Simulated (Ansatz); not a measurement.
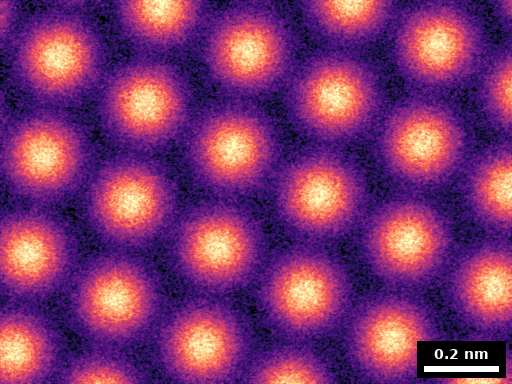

Z-contrast image of a crystal. Simulation: incoherent imaging, intensity Z^1.7 per atom, probe width 1.30 Å, thin sample. The probe carries 25 % of its weight in a tail 2.5 times as wide. The display is stretched by a gamma of 0.65; percentages refer to the linear signal. Shot noise and a slight drift were added.

### What two-dimensional lattice does the image show, and how large is its cell?

The pattern repeats on a centred rectangular net of 3.1 × 4.4 Å.

### Which plane group does this projection have?

c2mm: perpendicular mirror lines on a centred net, with further twofold points between them.

### How many columns does the smallest repeating cell hold, and how many levels of brightness?

1 column in the primitive cell of 6.9 Å², all of one brightness.

The crystal is Cd (Fm-3m, No. 225) seen along [110]. Structure: the input geometry of an electronic-structure calculation (not necessarily at equilibrium); the starting structure was generated, so it need not be a known form of this composition.
